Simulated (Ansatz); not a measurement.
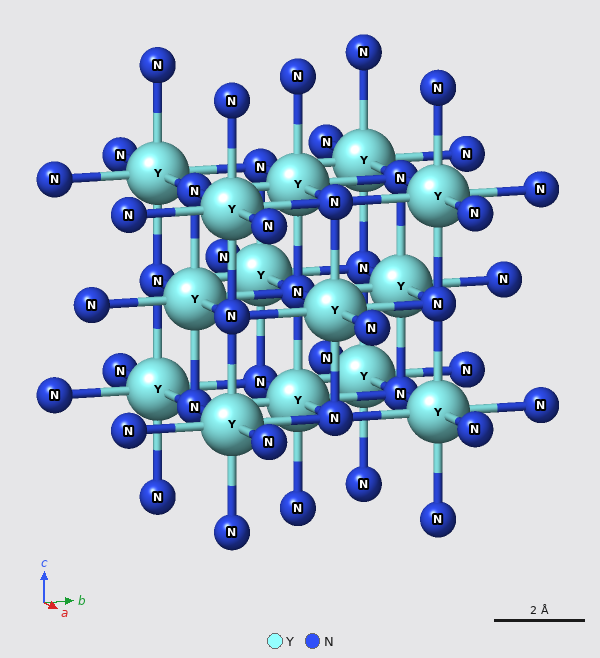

This is a crystal of YN (a generated structure, set up in Fm-3m). Style: ball-and-stick. Shown: the conventional cell (4 times the calculation's cell), slightly off an axis. Lengths and directions refer to the drawn axes.

Level of theory: DFT, PBE, PAW with Ansatz's default frozen-core files, scalar-relativistic (Ansatz 0.2.0). (plane-wave cutoff 420 eV; k-point mesh 15 × 15 × 15; occupations fermi dirac; smearing width 0.03 eV; no spin polarisation)

Change: The cell is strained by +1.5 % along [1 1 0], −1.5 % along [1 −1 0], none along the third axis (volume 0.0 %), the atoms keeping their fractional coordinates. No relaxation follows.

### What does the calculation give for the changed structure?

The energy rises by 5.2 meV per atom. The pressure goes from 0.0 to 0.1 GPa. The principal stresses (compression positive) are 3.8 GPa along [1 −1 0], −3.6 GPa along [1 1 0], none along the third axis. All forces vanish by symmetry. The space group (tolerance 0.01 Å) goes from Fm-3m (No. 225) to Immm (No. 71).

The changed structure in the same view:

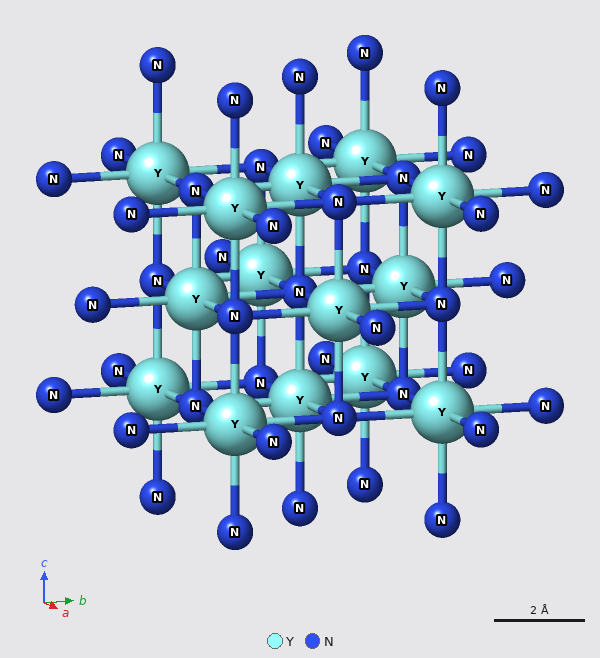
